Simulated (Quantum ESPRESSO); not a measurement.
# Energy of ZrC along an even scaling of the cell

System: ZrC (P6₃/mmc, 4 atoms in the cell).
Method: Kohn-Sham DFT of a periodic cell, PBEsol, GBRV 1.5 PBEsol, no spin polarisation (Quantum ESPRESSO 7.5).

The 7 runs differ only in the geometry, by an even scaling of the cell at fixed fractional positions. The structure derives from a Materials Project entry.

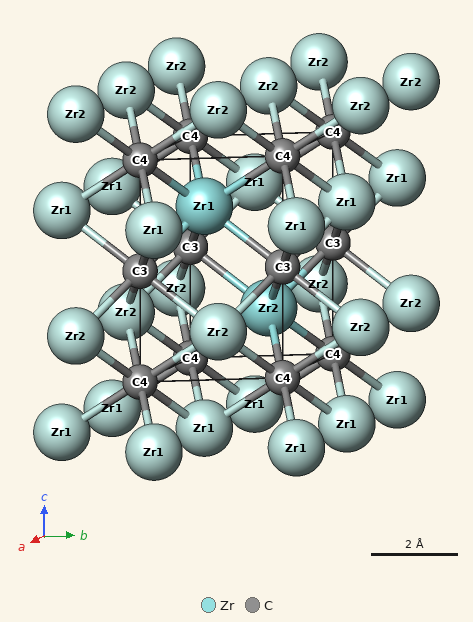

Figure 1. The structure of run 4 (ball-and-stick view of the cell of the calculation, seen slightly off an axis; neighbours outside the cell are drawn fainter; atoms are numbered from 1 in the order of the input). An atom can appear more than once, as a periodic image.

### Input file of run 4
```
&CONTROL
  calculation = 'scf'
  prefix = 'pwscf'
  outdir = './tmp'
  pseudo_dir = './pseudo'
  tprnfor = .true.
  tstress = .true.
  disk_io = 'low'
/
&SYSTEM
  ibrav = 0
  celldm(1) = 8
  nat = 4
  ntyp = 2
  ecutwfc = 45
  ecutrho = 360
  nbnd = 24
  occupations = 'smearing'
  smearing = 'fd'
  degauss = 0.00367493
/
&ELECTRONS
  conv_thr = 8d-10
  electron_maxstep = 120
  mixing_beta = 0.5
/
ATOMIC_SPECIES
Zr    91.2240 zr_pbesol_v1.uspp.F.UPF
C     12.0110 c_pbesol_v1.2.uspp.F.UPF
CELL_PARAMETERS alat
  0.8011201639836   0.0000000000000   0.0000000000000
 -0.4005600819918   0.6937904134912   0.0000000000000
  0.0000000000000   0.0000000000000   1.2495939193444
ATOMIC_POSITIONS crystal
Zr     0.6666666667    0.3333333333    0.7500000000
Zr     0.3333333333    0.6666666667    0.2500000000
C      0.0000000000    0.0000000000    0.5000000000
C      0.0000000000    0.0000000000    0.0000000000
K_POINTS automatic
9 9 5 0 0 0
```

### File pp_density.in of run 4
```
&INPUTPP
  prefix = 'pwscf'
  outdir = './tmp'
  filplot = 'density.dat'
  plot_num = 0
/
&PLOT
  nfile = 1
  filepp(1) = 'density.dat'
  iflag = 3
  output_format = 6
  fileout = 'density.cube'
/
```

### File pp_potential.in of run 4
```
&INPUTPP
  prefix = 'pwscf'
  outdir = './tmp'
  filplot = 'potential.dat'
  plot_num = 11
/
&PLOT
  nfile = 1
  filepp(1) = 'potential.dat'
  iflag = 3
  output_format = 6
  fileout = 'potential.cube'
/
```

Command:
```bash
OMP_NUM_THREADS=1 mpirun -n 2 pw.x -nk 2 -in pw.in > pw.out
OMP_NUM_THREADS=1 mpirun -n 1 pp.x -in pp_density.in > pp_density.out
OMP_NUM_THREADS=1 mpirun -n 1 pp.x -in pp_potential.in > pp_potential.out
```

Lattice vectors (Å) and fractional positions of run 4:
```
   3.391476    0.000000    0.000000
  -1.695738    2.937105    0.000000
   0.000000    0.000000    5.290053
Zr  0.666667  0.333333  0.750000
Zr  0.333333  0.666667  0.250000
C   0.000000  0.000000  0.500000
C   0.000000  0.000000  0.000000
```

Run 6 has the same physical settings and fractional positions; its lattice vectors (Å) are:
```
   3.436106    0.000000    0.000000
  -1.718053    2.975755    0.000000
   0.000000    0.000000    5.359667
```

### Results, with one run withheld

```tsv
run	volume per atom (Å³)	free energy per atom, from the lowest run given (meV)	pressure (GPa)
1	12.383	5.96	6.19
2	12.647	0.00	0.98
3	12.910	2.20	−3.72
4	13.174	11.71	−7.94
5	13.437	27.83	−11.74
6	13.701	?	?
7	13.964	77.26	−18.23
```

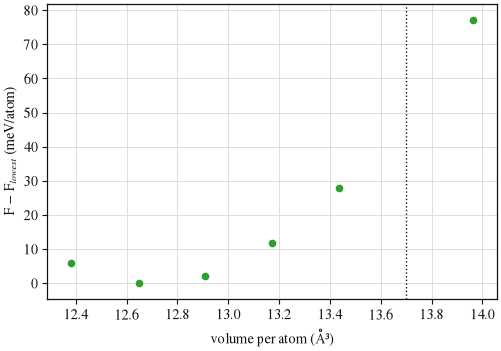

Figure 2. Free energy per atom of the runs given; the dotted line marks run 6.

Estimate the energy of run 6 from the others.

A cubic polynomial in V^(−2/3) (the Birch–Murnaghan form), fitted to the 6 runs given, misses them by at most 0.02 meV per atom. With x = V^(−2/3) − 0.18024 Å⁻², it reads F = 7.0813 − 4229 x + 6.1468e+05 x² + 1.7304e+05 x³ (meV per atom). At run 6 it gives 49.91 meV per atom, and the run itself gives 49.87. The slope of the fit gives a pressure −dF/dV of −15.09 GPa there, and the run prints −15.16 GPa. The two needn't agree exactly: the fit is approximate, and the printed stress is taken on a finite basis. The fit has its minimum at 12.704 Å³ per atom, where V d²F/dV² gives 233 GPa. Cell shape and fractional positions are held, so this is the stiffness under even scaling; the relaxed bulk modulus wasn't computed.

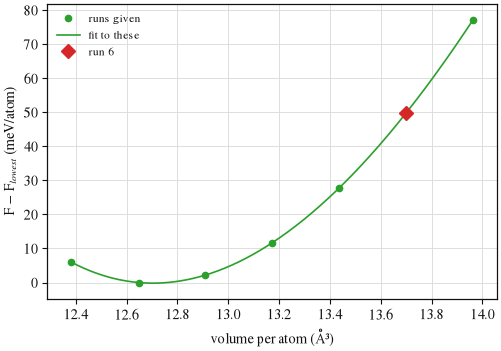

Figure 3. The fit and the withheld run.

### Some lines of the output (run 6)
```
[...]
     total energy              =    -221.31110065 Ry
     total energy              =    -221.41282304 Ry
     total energy              =    -221.42043773 Ry
     total energy              =    -221.42242768 Ry
     total energy              =    -221.42259505 Ry
     total energy              =    -221.42260390 Ry
     total energy              =    -221.42260479 Ry
     total energy              =    -221.42260472 Ry
     total energy              =    -221.42260474 Ry
     the Fermi energy is    14.3094 ev
!    total energy              =    -221.42260474 Ry
     The total energy is F=E-TS. E is the sum of the following terms:
     Computing stress (Cartesian axis) and pressure
          total   stress  (Ry/bohr**3)                   (kbar)     P=     -151.58
```

Notes on the run: negative rho.
